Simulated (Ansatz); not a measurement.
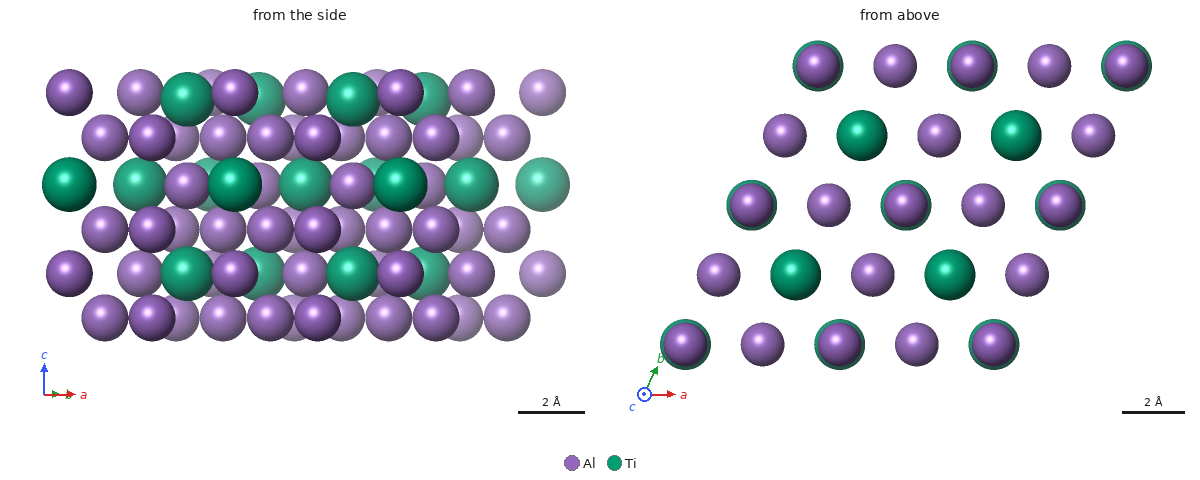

A spheres-only picture of a periodic slab, seen from the side and from above. The surface normal points up in side views; the vacuum is left out. 2×2 cells are drawn in the plane, with atoms at the edges repeated.

The cell holds 3 Ti, 9 Al. The slab was cut from bulk TiAl3 (I4/mmm).

Question: Which atoms form the outer planes?

Answer: The top face ends in Al and Ti, the bottom face in Al. The faces differ, so the slab can carry a dipole.

Question: What is its extent along the surface normal?

Answer: About 7 Å from the lowest to the highest atom.

Question: What layers make up the slab, from top to bottom?

Answer: Six planes: TiAl / Al / TiAl / Al / TiAl / Al.

Question: Which (hkl) is this?

Answer: (1 1 0).

Computational set-up: DFT PBE+D3(BJ), scalar-relativistic, plane waves, PAW (Ansatz 0.2.0), E_cut = 420 eV, a 7×7×1 k-point grid, Gaussian smearing of 0.1 eV, no spin polarisation.

Question: Estimate the work function for the two faces.

Answer: 4.15 eV at the top and 4.13 eV at the bottom.

The structure was taken from a structure listed in the Materials Project, from which a slab was cut. The atoms were relaxed in a fixed cell with DFT PBE+D3(BJ), scalar-relativistic, plane waves, PAW in Ansatz 0.2.0, but for six held in place.

At this level of theory the run's own cell isn't at rest (forces up to 0.8 eV/Å), so its distances can differ from those at equilibrium, the more so the softer the solid.
